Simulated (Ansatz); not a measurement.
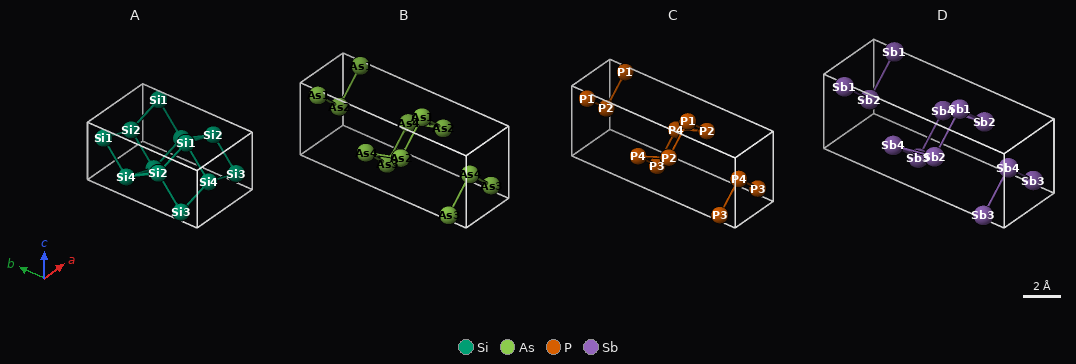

One structure type (space group Cmce for the parent) with different elements on its sites, each relaxed in cell and atoms to zero pressure (within 0.1 GPa). Style: ball-and-stick. Shown: the conventional cell (2 times the calculation's cell), from a free direction. Lengths and directions refer to the drawn axes.

Method: DFT PBE, scalar-relativistic, plane waves, PAW (Ansatz). (plane-wave cutoff 420 eV; occupations gaussian; no spin polarisation) The k-mesh is chosen for each cell (10×10×12, 12×12×10, 12×12×8, 10×10×10). Smearing widths differ between the runs.

Give the formulas, and rank the crystals by volume per atom, smallest first.

Answer. A = Si (16.9 Å³), C = P (21.3 Å³), B = As (24.8 Å³), D = Sb (32.7 Å³).
